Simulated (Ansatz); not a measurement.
# Electron scattering at the Σ5 (310) boundary in fcc Al with Sn (substitutional)

Aim: the relaxed structure and the specific resistance of the Σ5 (310) boundary in fcc Al with Sn (substitutional).

Calculated with Ansatz 0.2.0; Ansatz plane-wave DFT, PBE, PAW files; relaxation of a bicrystal slab with its lowest layers held; PAW set soft_1, in the first sound run; inputs show where later runs differ.

## (1) Set-up

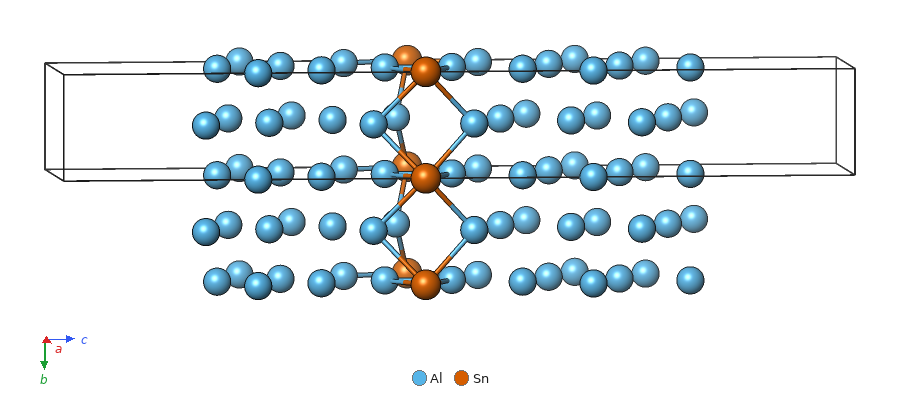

The starting structure, seen from the side, with the c axis across the page (aluminium blue, tin orange). 1×2×1 cells are drawn. Some periodic images of atoms are drawn too.

The cell holds 30 atoms: 29 Al and 1 Sn. Its edges and angles: a = 6.400 Å, b = 4.048 Å, c = 30.201 Å, α = 90.0°, β = 90.0°, γ = 90.0°. It derives from Al. built on the (3 1 0) plane; 2 overlapping atoms removed and the grains opened by 0 Å. Vacuum lies along c.

## (2) Relaxing the bicrystal

The boundary is built by mirroring the lower grain in the boundary plane and removing any atoms that overlap; then the Sn is put in at the boundary. A thin bicrystal slab is relaxed first, with the lowest layers held and the upper grain free to shift and open.

input.yaml

```yaml
crystal:
  lattice:
    - [6.40040255, 0.0, 0.0]
    - [0.0, 4.04797, 0.0]
    - [0.0, 0.0, 30.20120765]
  atoms:
    - { symbol: Al, position: [0.9, 0.5, 0.1655562936] }
    - { symbol: Al, position: [0.6, 0.0, 0.186748832] }
    - { symbol: Al, position: [0.3, 0.5, 0.2079413705] }
    - { symbol: Al, position: [0.0, 0.0, 0.229133909] }
    - { symbol: Al, position: [0.7, 0.5, 0.2503264475] }
    - { symbol: Al, position: [0.4, 0.0, 0.2715189859] }
    - { symbol: Al, position: [0.1, 0.5, 0.2927115244] }
    - { symbol: Al, position: [0.8, 0.0, 0.3139040629] }
    - { symbol: Al, position: [0.5, 0.5, 0.3350966013] }
    - { symbol: Al, position: [0.2, 0.0, 0.3562891398] }
    - { symbol: Al, position: [0.9, 0.5, 0.3774816783] }
    - { symbol: Al, position: [0.6, 0.0, 0.3986742168] }
    - { symbol: Al, position: [0.3, 0.5, 0.4198667552] }
    - { symbol: Sn, position: [0.0, 0.0, 0.4410592937] }
    - { symbol: Al, position: [0.6, 0.0, 0.4834443706] }
    - { symbol: Al, position: [0.9, 0.5, 0.5046369091] }
    - { symbol: Al, position: [0.2, 0.0, 0.5258294476] }
    - { symbol: Al, position: [0.5, 0.5, 0.5470219861] }
    - { symbol: Al, position: [0.8, 0.0, 0.5682145245] }
    - { symbol: Al, position: [0.1, 0.5, 0.589407063] }
    - { symbol: Al, position: [0.4, 0.0, 0.6105996015] }
    - { symbol: Al, position: [0.7, 0.5, 0.6317921399] }
    - { symbol: Al, position: [0.0, 0.0, 0.6529846784] }
    - { symbol: Al, position: [0.3, 0.5, 0.6741772169] }
    - { symbol: Al, position: [0.6, 0.0, 0.6953697554] }
    - { symbol: Al, position: [0.9, 0.5, 0.7165622938] }
    - { symbol: Al, position: [0.2, 0.0, 0.7377548323] }
    - { symbol: Al, position: [0.5, 0.5, 0.7589473708] }
    - { symbol: Al, position: [0.8, 0.0, 0.7801399092] }
    - { symbol: Al, position: [0.1, 0.5, 0.8013324477] }
kpoints:
  mp_grid: { grid: [4, 6, 1] }
hamiltonian:
  xc: pbe
  pseudopotentials: { kind: paw, azcp: { folder: soft_1 } }
scf:
  occupations: { method: fermi_dirac, width: 0.1 }
relax:
  f_tol: 0.03
  max_steps: 80
  constraints: [{ sites: [0, 1, 2, 3, 4] }]
```

Run with:

```sh
> ansatz run input.yaml --threads 4 --pin off --max-ram 15360MiB --backend cpu --events-out ev --progress --plain --runs-dir out
```

Numbers of over 12 decimals in the logs are rounded to 6 here.

Output:

```text
Engine: ansatz 0.2.0, x86_64-unknown-linux-gnu
Pseudopotentials: kind: paw
Pseudopotential: Al, paw, valence charge 3, recommended cutoff 420 eV (normal), soft_1/Al.paw.azcp
Pseudopotential: Sn, paw, valence charge 14, recommended cutoff 420 eV (normal), soft_1/Sn.paw.azcp
Functional definition: PBE
  parameter kappa = 0.804
  parameter beta = 0.066725
  exchange = pbe_x(kappa = kappa, mu = beta*pi^2/3)
  correlation = pbe_c(beta = beta)
Crystal: 30 atoms, lattice volume = 782.472 Å³
Basis set: ecut = 420 eV, 15321 PW (Γ), exchange–correlation on 90×60×432 points (8 copies of the dense FFT grid, shifted against one another)
Bands: 81, of which v1, the nominal top of the filled ones, is band 51 counted from 1 (50 counted from 0)
Symmetry: 2 space group operations
Space group: Pm (ITA 6), of the structure as read, at distance tolerance 9.2e-5 Å
k-points: 12 of 24 (time reversal used)
Non-local potential: Al, projectors of the file, l = 0: 2, l = 1: 2, l = 2: 1
Non-local potential: Sn, projectors of the file, l = 0: 2, l = 1: 2, l = 2: 2, l = 3: 1
PAW form: soft (Blöchl's): semilocal exchange-correlation on the pseudo side does not see the compensation charge
PAW one-centre angular grid: Al, 110 points (default); XC on 64 Gauss nodes
PAW one-centre angular grid: Sn, 590 points (default); XC on 64 Gauss nodes
Initial density: superposition of atomic densities (neutral atoms: chi_scale 0, normalization atom)
Initial wavefunctions: pseudopotential atomic-orbital guess
Functional: x = pbe(κ = 0.804, μ = 0.219515), c = pbe(β = 0.066725)
SCF iter   1: F=—  HF=-21610.464160 eV  |F-HF|=—  |Δ(HF+E_count)|=         —  Δρ=2.09e-2  dr2=3.31e1  ethr=3.10e-3  ⟨swp⟩=8.8  Hψ=5623  notcnv=0  defer=18
preconditioner: auto → LDOS  [metal: Δε(μ)=0.034 eV  Ē_g=6.539 eV  σ=0.100 eV  W_gap=0.09  n_scr=94 (ndim 8)  ℏωp=12.7 eV  f_vac=0.243  D(μ)=12.71/eV (n_scr^D=56)  β→1.0]
SCF iter   2: F=—  HF=-21607.377562 eV  |F-HF|=—  |Δ(HF+E_count)|=    3.09e0  Δρ=7.82e-3  dr2=1.52e0  ethr=3.10e-3  ⟨swp⟩=5.3  Hψ=2494  notcnv=0  defer=50
SCF iter   3: F=—  HF=-21607.291275 eV  |F-HF|=—  |Δ(HF+E_count)|=   8.63e-2  Δρ=1.92e-3  dr2=1.37e-1  ethr=1.50e-3  ⟨swp⟩=3.9  Hψ=1831  notcnv=0  defer=49
SCF iter   4: F=—  HF=-21607.268324 eV  |F-HF|=—  |Δ(HF+E_count)|=   2.30e-2  Δρ=3.68e-4  dr2=3.42e-3  ethr=1.35e-4  ⟨swp⟩=2.3  Hψ=1634  notcnv=0  defer=49
SCF iter   5: F=—  HF=-21607.268421 eV  |F-HF|=—  |Δ(HF+E_count)|=   9.70e-5  Δρ=1.15e-4  dr2=2.98e-4  ethr=3.39e-6  ⟨swp⟩=2.2  Hψ=1583  notcnv=0  defer=49
SCF iter   6: F=-21607.268428 eV  HF=-21607.268434 eV  |F-HF|=6.00e-6  |Δ(HF+E_count)|=   1.39e-5  Δρ=2.60e-5  dr2=1.31e-5  ethr=2.23e-8  ⟨swp⟩=3.9  Hψ=4109  notcnv=0
SCF 1 converged in 6 iterations: F = -21607.268428 eV  dr2 = 1.31e-5
  greatest PAW one-centre occupation: 0.990 electrons in one spin orbital (limit 2), on the Sn atom at site 13 (counted from 0), in its partial waves of l = 2
relax step   1: F+E_penalty+E_count = -21607.26842841 eV  Δ(F+E_penalty+E_count) = +0.000e0 eV  max|allowed force component| = 8.543e-1 eV/Å  Δτ_max = 0.0000 Å  (6 SCF iters, dr2 threshold 2.25e-5 eV, accepted)
Initial density: handed on by an earlier stage of this run
Initial wavefunctions: those handed on with the density
iter 1 solved again at ethr=8.03e-4 eV; its pass at ethr=3.10e-3 eV (dr2=8.11e-1 eV) is discarded
SCF iter   1: F=—  HF=-21607.721056 eV  |F-HF|=—  |Δ(HF+E_count)|=         —  Δρ=3.15e-3  dr2=5.10e-1  ethr=8.03e-4  ⟨swp⟩=1.8  Hψ=4047  notcnv=0  defer=43
eigensolver tolerance schedule: the retry pair's looser diagonalisation over-reported the residual by 0.59 of it (diagonalisation noise at 0.26 of the residual, at the tolerance the schedule requests for it); recorded, not acted on — ethr = c·dr2/N_el stays at c = 1.0e-1
preconditioner: auto → LDOS  [metal: Δε(μ)=0.007 eV  Ē_g=6.422 eV  σ=0.100 eV  W_gap=0.02  n_scr=94 (ndim 8)  ℏωp=12.7 eV  f_vac=0.254  D(μ)=11.13/eV (n_scr^D=46)  β→1.0]
SCF iter   2: F=—  HF=-21607.659549 eV  |F-HF|=—  |Δ(HF+E_count)|=   6.15e-2  Δρ=1.45e-3  dr2=5.02e-2  ethr=5.05e-4  ⟨swp⟩=2.2  Hψ=1608  notcnv=0  defer=43
SCF iter   3: F=—  HF=-21607.651791 eV  |F-HF|=—  |Δ(HF+E_count)|=   7.76e-3  Δρ=3.69e-4  dr2=4.42e-3  ethr=4.97e-5  ⟨swp⟩=2.3  Hψ=1566  notcnv=0  defer=43
SCF iter   4: F=—  HF=-21607.650807 eV  |F-HF|=—  |Δ(HF+E_count)|=   9.84e-4  Δρ=7.01e-5  dr2=1.44e-4  ethr=4.37e-6  ⟨swp⟩=2.2  Hψ=1594  notcnv=0  defer=44
SCF iter   5: F=-21607.650788 eV  HF=-21607.650790 eV  |F-HF|=2.41e-6  |Δ(HF+E_count)|=   1.70e-5  Δρ=2.04e-5  dr2=5.70e-6  ethr=4.52e-8  ⟨swp⟩=3.4  Hψ=3916  notcnv=0
SCF 2 converged in 5 iterations: F = -21607.650788 eV  dr2 = 5.70e-6
  greatest PAW one-centre occupation: 0.991 electrons in one spin orbital (limit 2), on the Sn atom at site 13 (counted from 0), in its partial waves of l = 2
relax step   2: F+E_penalty+E_count = -21607.65078753 eV  Δ(F+E_penalty+E_count) = -3.824e-1 eV  max|allowed force component| = 2.799e-1 eV/Å  Δτ_max = 0.1948 Å  (5 SCF iters, dr2 threshold 4.56e-5 eV, accepted)
iter 1 solved again at ethr=6.23e-4 eV; its pass at ethr=3.10e-3 eV (dr2=6.29e-1 eV) is discarded
SCF iter   1: F=—  HF=-21607.805044 eV  |F-HF|=—  |Δ(HF+E_count)|=         —  Δρ=3.46e-3  dr2=6.11e-1  ethr=6.23e-4  ⟨swp⟩=1.2  Hψ=4077  notcnv=0  defer=45
preconditioner: auto → LDOS  [metal: Δε(μ)=0.014 eV  Ē_g=6.393 eV  σ=0.100 eV  W_gap=0.03  n_scr=94 (ndim 8)  ℏωp=12.7 eV  f_vac=0.251  D(μ)=11.13/eV (n_scr^D=46)  β→1.0]
SCF iter   2: F=—  HF=-21607.770295 eV  |F-HF|=—  |Δ(HF+E_count)|=   3.47e-2  Δρ=6.41e-4  dr2=8.46e-3  ethr=6.05e-4  ⟨swp⟩=1.5  Hψ=932  notcnv=0  defer=46
SCF iter   3: F=—  HF=-21607.767672 eV  |F-HF|=—  |Δ(HF+E_count)|=   2.62e-3  Δρ=2.38e-4  dr2=1.23e-3  ethr=8.38e-6  ⟨swp⟩=2.0  Hψ=1569  notcnv=0  defer=45
SCF iter   4: F=—  HF=-21607.767449 eV  |F-HF|=—  |Δ(HF+E_count)|=   2.23e-4  Δρ=4.16e-5  dr2=3.67e-5  ethr=1.22e-6  ⟨swp⟩=2.2  Hψ=1294  notcnv=0  defer=46
SCF iter   5: F=-21607.767454 eV  HF=-21607.767455 eV  |F-HF|=1.12e-6  |Δ(HF+E_count)|=   6.42e-6  Δρ=1.66e-5  dr2=3.40e-6  ethr=4.85e-9  ⟨swp⟩=5.9  Hψ=3726  notcnv=0
SCF 3 converged in 5 iterations: F = -21607.767454 eV  dr2 = 3.40e-6
relax step   3: F+E_penalty+E_count = -21607.76745400 eV  Δ(F+E_penalty+E_count) = -1.167e-1 eV  max|allowed force component| = 1.206e-1 eV/Å  Δτ_max = 0.1775 Å  (5 SCF iters, dr2 threshold 4.90e-6 eV, accepted)
[...]
relax step   4: F+E_penalty+E_count = -21607.79840263 eV  Δ(F+E_penalty+E_count) = -3.095e-2 eV  max|allowed force component| = 4.272e-2 eV/Å  Δτ_max = 0.1420 Å  (5 SCF iters, dr2 threshold 1.56e-6 eV, accepted)
[...]
relax step   5: F+E_penalty+E_count = -21607.80502341 eV  Δ(F+E_penalty+E_count) = -6.621e-3 eV  max|allowed force component| = 3.977e-2 eV/Å  Δτ_max = 0.0743 Å  (6 SCF iters, accepted)
[...]
relax step   6: F+E_penalty+E_count = -21607.81628763 eV  Δ(F+E_penalty+E_count) = -1.126e-2 eV  max|allowed force component| = 3.088e-2 eV/Å  Δτ_max = 0.1961 Å  (7 SCF iters, accepted)
SCF iter   1: F=—  HF=-21607.839884 eV  |F-HF|=—  |Δ(HF+E_count)|=         —  Δρ=3.24e-3  dr2=9.72e-2  ethr=9.20e-4  ⟨swp⟩=4.2  Hψ=3221  notcnv=0  defer=44
preconditioner: auto → LDOS  [metal: Δε(μ)=0.034 eV  Ē_g=6.377 eV  σ=0.100 eV  W_gap=0.08  n_scr=94 (ndim 8)  ℏωp=12.7 eV  f_vac=0.250  D(μ)=11.56/eV (n_scr^D=50)  β→1.0]
SCF iter   2: F=—  HF=-21607.819641 eV  |F-HF|=—  |Δ(HF+E_count)|=   2.02e-2  Δρ=4.51e-4  dr2=3.95e-3  ethr=9.62e-5  ⟨swp⟩=2.0  Hψ=1482  notcnv=0  defer=44
SCF iter   3: F=—  HF=-21607.819658 eV  |F-HF|=—  |Δ(HF+E_count)|=   1.73e-5  Δρ=9.38e-5  dr2=1.70e-4  ethr=3.91e-6  ⟨swp⟩=2.2  Hψ=1492  notcnv=0  defer=44
SCF iter   4: F=—  HF=-21607.819661 eV  |F-HF|=—  |Δ(HF+E_count)|=   3.00e-6  Δρ=3.54e-5  dr2=2.29e-5  ethr=1.69e-7  ⟨swp⟩=2.2  Hψ=1570  notcnv=0  defer=44
SCF iter   5: F=—  HF=-21607.819549 eV  |F-HF|=—  |Δ(HF+E_count)|=   1.11e-4  Δρ=7.84e-6  dr2=1.19e-6  ethr=2.27e-8  ⟨swp⟩=2.0  Hψ=1569  notcnv=0  defer=44
SCF iter   6: F=—  HF=-21607.819549 eV  |F-HF|=—  |Δ(HF+E_count)|=   3.90e-8  Δρ=2.87e-6  dr2=1.00e-7  ethr=9.90e-11  ⟨swp⟩=5.9  Hψ=3556  notcnv=0
SCF iter   7: F=-21607.819549 eV  HF=-21607.819549 eV  |F-HF|=3.97e-10  |Δ(HF+E_count)|=   6.08e-9  Δρ=4.65e-7  dr2=3.36e-9  ethr=9.90e-11  ⟨swp⟩=4.6  Hψ=2915  notcnv=0
SCF 7 converged in 7 iterations: F = -21607.819549 eV  dr2 = 3.36e-9
relax step   7: F+E_penalty+E_count = -21607.81954941 eV  Δ(F+E_penalty+E_count) = -3.262e-3 eV  max|allowed force component| = 1.996e-2 eV/Å  Δτ_max = 0.1381 Å  (7 SCF iters, accepted)
SCF converged after 7 iterations
Free energy (F): -21607.819549 eV
Harris-Foulkes:  -21607.819549 eV  (|F-HF|=3.97e-10)
Internal energy: -21607.434041 eV  (E = F + TS)
E sigma→0 (E₀):  -21607.626795 eV
Entropy (-TS):   -0.385509 eV (-12.850 meV/atom)
Fermi energy:    3.813326 eV
--- Per-component energies (eV) ---
  E_band       = -213.838815
  E_kinetic    = 795.873786
  E_local      = -24519.693777  (includes V_loc(G=0)·N_el)
  E_nonlocal   = 437.464988
  E_hartree    = 12202.236101
  E_xc         = -1204.709946
  E_vxc        = -907.250190  (∫ρ·V_xc dr)
  E_paw        = -17981.590785  (= ΣΔE_a)
  E_vpaw       = -424.708525  (= ΣTr[D̂ρ^β])
  E_aug_tail   = 0.000238  (compensation charges beyond the density's cutoff)
  E_ewald      = 8662.985354
  E_smearing   = -0.385509  (= −TS)
  E_closure    = -0.000000  (closes the sum)
  Σ components = -21607.819549   (vs F -21607.819549, Δ=0.00e0)
--- Forces (eV/Å), atoms counted from 1 ---
  atom   1  Al    -0.12582766     0.00000000     0.36202723
  atom   2  Al     0.08471628     0.00000000    -0.11966489
  atom   3  Al    -0.03606311     0.00000000    -0.24351387
  atom   4  Al     0.02656274     0.00000000    -0.05296003
  atom   5  Al     0.06529039     0.00000000     0.06849396
  atom   6  Al     0.00027809     0.00000000    -0.00096106
  atom   7  Al    -0.00023972     0.00000000    -0.00397360
  atom   8  Al     0.00001696     0.00000000    -0.00128587
  atom   9  Al     0.00312157     0.00000000     0.00335048
  atom  10  Al    -0.00348027     0.00000000    -0.00610423
  atom  11  Al    -0.00065676     0.00000000    -0.00404673
  atom  12  Al    -0.01995839     0.00000000     0.01134493
  atom  13  Al     0.01477727     0.00000000     0.00960518
  atom  14  Sn    -0.01117094     0.00000000     0.00697630
  atom  15  Al    -0.00795941     0.00000000    -0.00894200
  atom  16  Al     0.00806725     0.00000000     0.00345500
  atom  17  Al     0.00529213     0.00000000    -0.00672120
  atom  18  Al     0.00306659     0.00000000    -0.00574039
  atom  19  Al     0.00001650     0.00000000    -0.00095871
  atom  20  Al     0.00103689     0.00000000    -0.00869321
  atom  21  Al     0.00134069     0.00000000    -0.00874190
  atom  22  Al     0.00085870     0.00000000    -0.00592423
  atom  23  Al     0.00054223     0.00000000    -0.00754919
  atom  24  Al     0.00092937     0.00000000     0.00015373
  atom  25  Al    -0.00223633     0.00000000     0.00440649
  atom  26  Al    -0.00067955     0.00000000     0.00324301
  atom  27  Al     0.00037838     0.00000000     0.00614056
  atom  28  Al    -0.00188212     0.00000000     0.00392345
  atom  29  Al     0.00255631     0.00000000     0.00621275
  atom  30  Al    -0.00869017     0.00000000    -0.00354737
  max |Σ_I F_I| component: 4.62e-6 eV/Å
--- Relaxed structure (7 steps of the walk, 7 accepted, 0 SCFs on fresh bases) ---
  F+E_penalty+E_count = -21607.81954941 eV   max|allowed force component| = 1.996e-2 eV/Å
  atoms:
    - { symbol: Al, position: [0.9, 0.5, 0.165556] }
    - { symbol: Al, position: [0.6, 0.0, 0.186748832] }
    - { symbol: Al, position: [0.3, 0.5, 0.207941] }
    - { symbol: Al, position: [0.0, 0.0, 0.229134] }
    - { symbol: Al, position: [0.7, 0.5, 0.250326] }
    - { symbol: Al, position: [0.403909, 0.0, 0.271428] }
    - { symbol: Al, position: [0.108504, 0.5, 0.292521] }
    - { symbol: Al, position: [0.812104, 0.0, 0.313719] }
    - { symbol: Al, position: [0.510913, 0.5, 0.336319] }
    - { symbol: Al, position: [0.215788, 0.0, 0.356478] }
    - { symbol: Al, position: [0.915408, 0.5, 0.377281] }
    - { symbol: Al, position: [0.606320, 0.0, 0.397837] }
    - { symbol: Al, position: [0.331458, 0.5, 0.425126] }
    - { symbol: Sn, position: [-0.013006, 0.0, 0.448621] }
    - { symbol: Al, position: [0.488672, 0.0, 0.486781] }
    - { symbol: Al, position: [0.801009, 0.5, 0.510223] }
    - { symbol: Al, position: [0.118328, 0.0, 0.536473] }
    - { symbol: Al, position: [0.409295, 0.5, 0.550325] }
    - { symbol: Al, position: [0.709290, 0.0, 0.573359] }
    - { symbol: Al, position: [0.012160, 0.5, 0.595322] }
    - { symbol: Al, position: [0.318714, 0.0, 0.617990] }
    - { symbol: Al, position: [0.613607, 0.5, 0.637295] }
    - { symbol: Al, position: [-0.085645, 0.0, 0.658960] }
    - { symbol: Al, position: [0.213665, 0.5, 0.681183] }
    - { symbol: Al, position: [0.510336, 0.0, 0.703366] }
    - { symbol: Al, position: [0.807523, 0.5, 0.721336] }
    - { symbol: Al, position: [0.112434, 0.0, 0.743959] }
    - { symbol: Al, position: [0.408653, 0.5, 0.768838] }
    - { symbol: Al, position: [0.712470, 0.0, 0.786842] }
    - { symbol: Al, position: [0.0022038, 0.5, 0.802793] }
```

Wall time 83 s (4 threads of Intel Xeon Platinum 8375C at 2.90GHz (Ice Lake), shared host); peak memory 1.8 GiB.

The steps of the relaxation:

```tsv
step	energy less that of the first step (eV)	largest force component (eV/Å)
1	0.0000	0.8543
2	-0.3824	0.2799
3	-0.4990	0.1206
4	-0.5300	0.0427
5	-0.5366	0.0398
6	-0.5479	0.0309
7	-0.5511	0.0200
```

The run keeps the 2 symmetry operations that it works with, so distortions that break them were not tested.

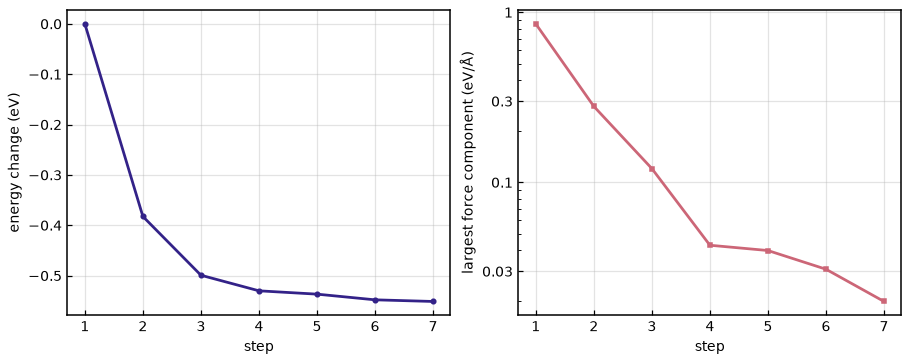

Energy and largest force along the relaxation.

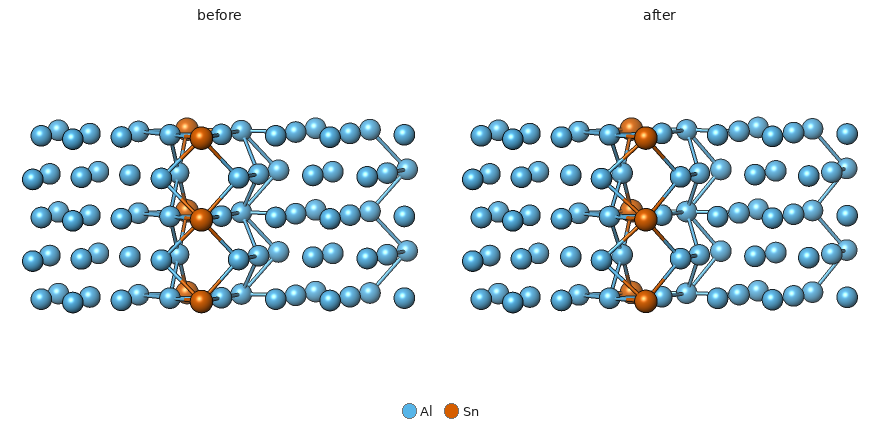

Before and after, at one scale. Bonds to atoms that aren't drawn are left out.

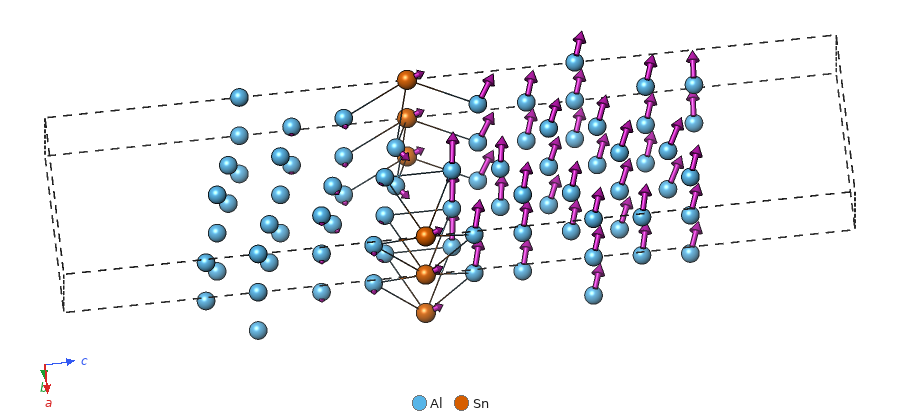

Displacements in the relaxation, exaggerated; the longest in the cell stands for 0.72 Å. 1×2×1 cells are drawn. Some periodic images of atoms are drawn too.

The atoms that moved most (Å):

```tsv
atom	dx	dy	dz	length
Al15	-0.713	0.000	0.101	0.720
Al28	-0.585	0.000	0.299	0.657
Al16	-0.634	0.000	0.169	0.656
Al30	-0.626	0.000	0.044	0.627
Al25	-0.574	0.000	0.241	0.623
Al17	-0.523	0.000	0.321	0.614
Al26	-0.592	0.000	0.144	0.609
Al19	-0.581	0.000	0.155	0.601
```

Final coordinates:

```cif
data_structure
_symmetry_space_group_name_H-M 'P 1'
_symmetry_Int_Tables_number 1
_cell_length_a 6.4004
_cell_length_b 4.0480
_cell_length_c 30.2012
_cell_angle_alpha 90.000
_cell_angle_beta 90.000
_cell_angle_gamma 90.000
_cell_volume 782.47
loop_
_atom_site_label
_atom_site_type_symbol
_atom_site_fract_x
_atom_site_fract_y
_atom_site_fract_z
_atom_site_occupancy
Al1 Al 0.90000 0.50000 0.16556 1
Al2 Al 0.60000 0.00000 0.18675 1
Al3 Al 0.30000 0.50000 0.20794 1
Al4 Al 0.00000 0.00000 0.22913 1
Al5 Al 0.70000 0.50000 0.25033 1
Al6 Al 0.40391 0.00000 0.27143 1
Al7 Al 0.10850 0.50000 0.29252 1
Al8 Al 0.81210 0.00000 0.31372 1
Al9 Al 0.51091 0.50000 0.33632 1
Al10 Al 0.21579 0.00000 0.35648 1
Al11 Al 0.91541 0.50000 0.37728 1
Al12 Al 0.60632 0.00000 0.39784 1
Al13 Al 0.33146 0.50000 0.42513 1
Sn14 Sn 0.98699 0.00000 0.44862 1
Al15 Al 0.48867 0.00000 0.48678 1
Al16 Al 0.80101 0.50000 0.51022 1
Al17 Al 0.11833 0.00000 0.53647 1
Al18 Al 0.40930 0.50000 0.55033 1
Al19 Al 0.70929 0.00000 0.57336 1
Al20 Al 0.01216 0.50000 0.59532 1
Al21 Al 0.31871 0.00000 0.61799 1
Al22 Al 0.61361 0.50000 0.63730 1
Al23 Al 0.91436 0.00000 0.65896 1
Al24 Al 0.21366 0.50000 0.68118 1
Al25 Al 0.51034 0.00000 0.70337 1
Al26 Al 0.80752 0.50000 0.72134 1
Al27 Al 0.11243 0.00000 0.74396 1
Al28 Al 0.40865 0.50000 0.76884 1
Al29 Al 0.71247 0.00000 0.78684 1
Al30 Al 0.00220 0.50000 0.80279 1
```

Numbers from this step:

```
free energy             : -21607.8195 eV
energy at zero smearing : -21607.6268 eV
Fermi energy            : 3.813 eV
```

The largest force component on a free atom ends at 0.020 eV/Å, under the tolerance of 0.03, after 7 steps.

[end of part 1 of 2]

[Logs are printed without paths, hosts, clocks, repeated set-up lines and the standing remarks that a program may print on its own settings, such as how far it seeks lower states.]

[Hosts, paths, dates, database ids (printed as entryN), source tags and the programs' standing remarks are cut or masked in the printed files.]
